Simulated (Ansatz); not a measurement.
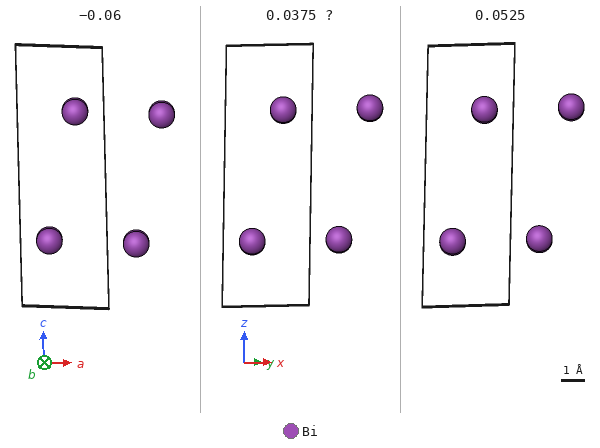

Energy scan for a crystal of Bi (P6_3/mmc), in which the cell is strained in shear in the xz plane, with the atoms kept at their fractional coordinates. x, y and z are the Cartesian axes of the input. A ball-and-stick model of the cell of the calculation, repeated 1 × 1 × 1 with one cell outlined, repeated 2 × 2 × 1 with one cell outlined, seen along the b axis.

The calculation used Ansatz 0.2.0, DFT r2SCAN, scalar-relativistic, plane waves, PAW. (plane-wave cutoff 500 eV; k-point mesh 12 × 12 × 4; occupations gaussian; smearing width 0.15 eV; no spin polarisation). Energies (free energies at the smearing named) are counted from the cell as listed in its source, which wasn't relaxed.

| engineering shear strain | energy change (meV/atom) |
| --- | --- |
| −0.0600 | 0.69 |
| −0.0300 | 0.17 |
| 0.0000 | 0.00 |
| 0.0075 | 0.01 |
| 0.0150 | 0.04 |
| 0.0225 | 0.10 |
| 0.0375 | ? |
| 0.0450 | 0.39 |
| 0.0525 | 0.53 |

Q: Fill in the missing row.

A: A straight line between the two neighbours gives 0.29 meV/atom. A cubic through the four nearest rows (0.0150, 0.0225, 0.0450, 0.0525) gives, with Lagrange weights, (−0.2000)(0.04) + (0.5000)(0.10) + (1.0000)(0.39) + (−0.3000)(0.53) = 0.27 meV/atom. The calculation gives 0.27 meV/atom, so the cubic is right to the digits shown and the straight line 0.02 meV/atom too high.

The whole profile:

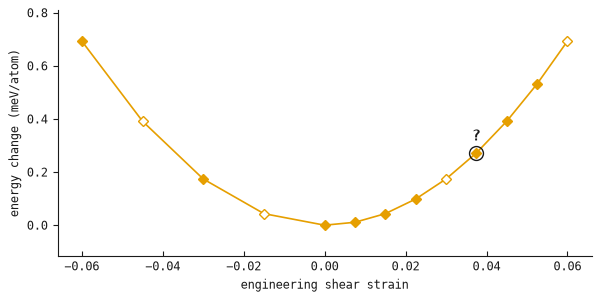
